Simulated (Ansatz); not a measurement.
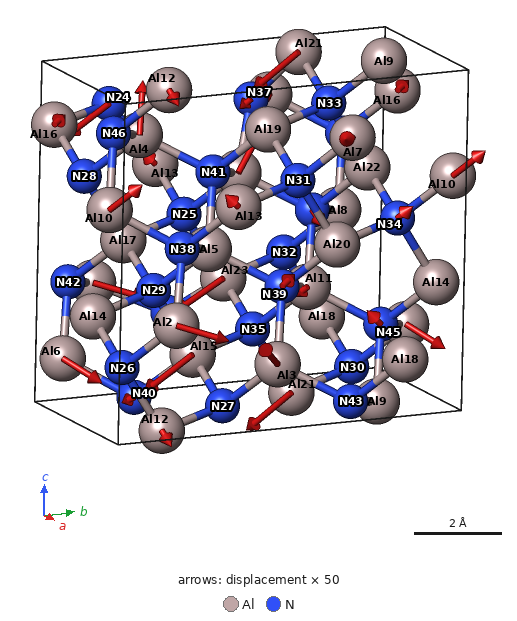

This is a relaxation of a defect cell of composition Al$_{23}$N$_{24}$ (cell charge −1). The starting structure is drawn; red arrows show the displacements, magnified 50 times.

Style: ball-and-stick. Shown: the cell of the calculation, slightly off an axis.

Case: Al vacancy (site b), charge -1, atoms relaxed at the host's cell.

Theory: DFT PBE, scalar-relativistic, plane waves, PAW in Ansatz. Set-up: plane-wave cutoff 420 eV; k-point mesh 2 × 2 × 2; occupations gaussian; smearing width 0.01 eV; mesh shifted by (0.5, 0.5, 0.5); collinear spin; atoms relaxed in a fixed cell; force threshold 0.025 eV/Å; at most 45 steps.

**Describe the change and its energy.**

The largest moves, 0.033 Å, are those of Al atoms. By element the largest moves are Al 0.033 Å, N 0.030 Å. The cell stays as it was. Some distances before and after: Al–N 1.867 → 1.841 Å, Al–N 1.881 → 1.855 Å, Al–N 1.890 → 1.902 Å, Al–N 1.921 → 1.933 Å. Over 3 geometry steps the energy falls by 0.110 eV per cell of the calculation. The largest force component goes from 0.73 to 0.016 eV/Å.

Limits of the set-up: the k-point mesh is coarse for a cell with partly filled bands; the periodic images lie only 8.0 Å apart, so the values are limited by the cell's size; the cell is charged, on a uniform background, and energies carry no finite-size correction.
